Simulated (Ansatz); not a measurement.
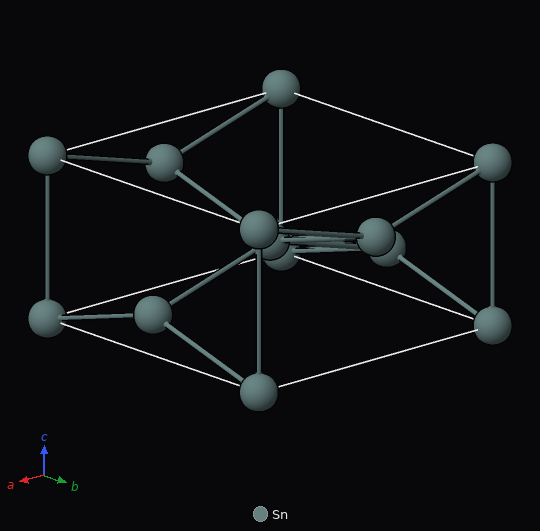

Sn, space group I4_1/amd:1 (No. 141), a = 5.929 Å, b = 5.929 Å, c = 3.233 Å, α = 90.00°, β = 90.00°, γ = 90.00°

```tsv
site	Wyckoff	x	y	z
Sn	4a	0.0000	0.5000	0.2500
```

The structure is the input geometry of an electronic-structure calculation and need not be at equilibrium.

> Compute the Voronoi cell of each site (no radii): faces and volume.

```tsv
site	faces above 1 % of the sphere	volume (Å³)	solid angle by neighbour (%)
Sn	10	28.41	Sn 100
```

Weighted by multiplicity the volumes add up to the cell volume, 113.6 Å³.

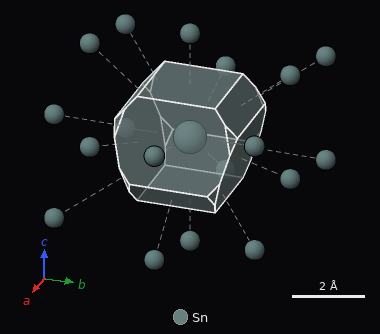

The computed Voronoi cell of Sn, with the neighbours that bound it.
